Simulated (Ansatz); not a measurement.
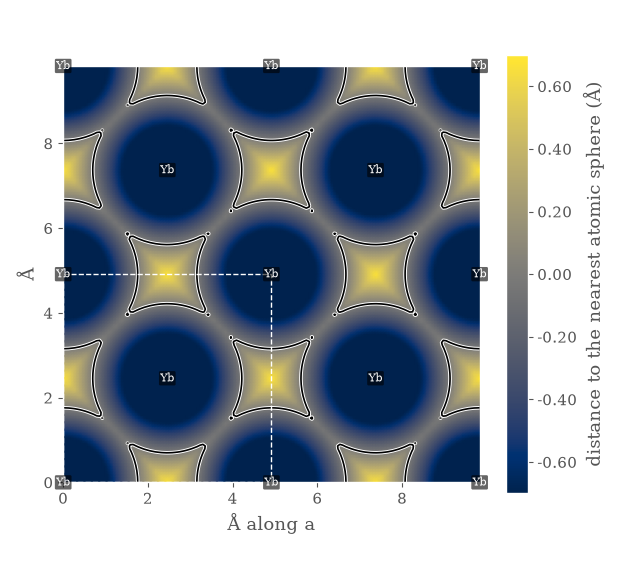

Map of the distance to the nearest atomic sphere in Yb (Fm-3m), computed on the section y = 0.000 (parallel to a and c; the dashed line is one cell). The black line marks the spheres' surfaces; positive values are empty space; unlabelled circles belong to atoms above or below the section.

The atoms' radii are metallic radii: Yb 1.76 Å.

The cell is taken from the end point of a relaxation with DFT, LDA (PW92), plane waves (420 eV) with PAW, scalar-relativistic (Ansatz).

```yaml
crystal:
  lattice:
    - [4.91390, 0.00000, 0.00000]
    - [0.00000, 4.91390, 0.00000]
    - [0.00000, 0.00000, 4.91390]
  atoms:
    - { symbol: Yb, position: [0.00000, 0.00000, 0.00000] }
    - { symbol: Yb, position: [0.00000, 0.50000, 0.50000] }
    - { symbol: Yb, position: [0.50000, 0.00000, 0.50000] }
    - { symbol: Yb, position: [0.50000, 0.50000, 0.00000] }
```

**Where is the largest hole in this section, and how large is it?**

At 0.000, 0.000, 0.500 (fractional), where the distance reaches 0.70 Å; it is enclosed by 6 Yb in an octahedral arrangement. It is the largest hole of the crystal.

**How much of the crystal lies outside the spheres?**

About 23 % of the cell's volume, and 20 % of this section's area.

**What can pass through?**

The largest sphere that fits anywhere has a diameter of 1.39 Å; the largest that can travel through the crystal, about 0.5 Å.
